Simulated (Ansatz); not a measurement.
FeO

```xyz
8
Lattice="3.0016 -1.7330 2.4520 0.0000 3.4660 2.4520 -3.0016 -1.7330 2.4520" Properties=species:S:1:pos:R:3 pbc="T T T"
Fe    0.0000    0.0000    0.0000
Fe    0.0000   -1.7330    2.4520
Fe   -1.5008    0.8665    2.4520
Fe    1.5008    0.8665    2.4520
O    -1.5008   -0.8665    1.2260
O     1.5008   -0.8665    1.2260
O     0.0000    1.7330    1.2260
O     0.0000    0.0000    3.6780
```

Space group Fm-3m; spin-polarised.

These are results of DFT PBEsol, scalar-relativistic, plane waves, PAW (Ansatz 0.2.0), not measurements.

What can the converged valence pseudo-density, electron localisation function and spin density tell about the bonding?

Fe–O (2.12 Å): ρ is about 0.44 e/Å³ halfway; the ELF peaks at about 0.80 in the valence shell of O, 0.6 Å from its nucleus, and is about 0.15 at the midpoint (no shared electron pair shows on this line).
The spin density sits on Fe: +3.4 μB (×4) in one cell of 8 atoms, with smaller moments on O (up to +0.34 μB): parallel main moments, as they must be, since the calculation's own cell holds one magnetic site. The cell of the calculation (2 atoms) carries 4.0 μB of net spin moment.

Does the calculation give a band gap?

It is metallic or semimetallic at this level of theory: no gap opens; semilocal functionals without U, or without the true magnetic order, often close the gap of such compounds.

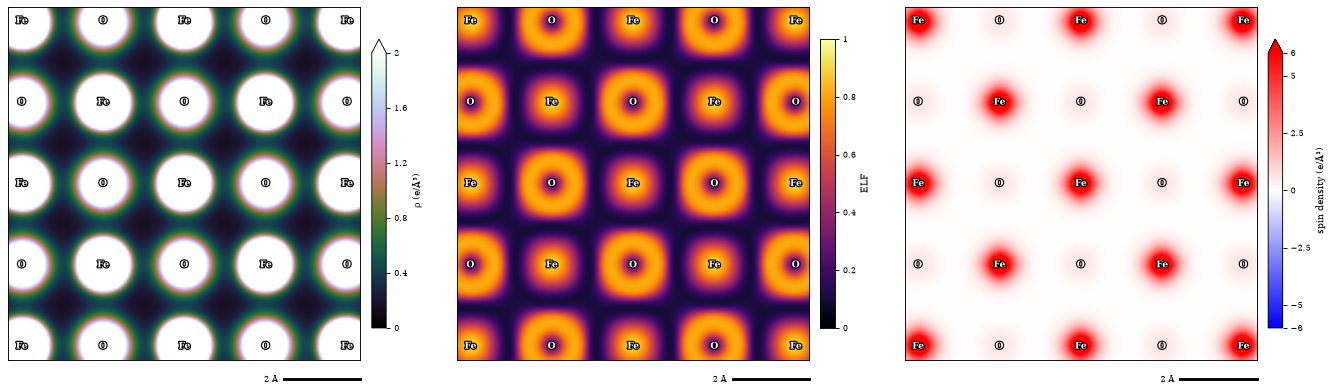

Computed valence pseudo-density, electron localisation function and spin density on the (100) plane of the conventional cell, in this order. 

The density is the valence pseudo-density of a PAW calculation; it isn't the true density close to the nuclei.
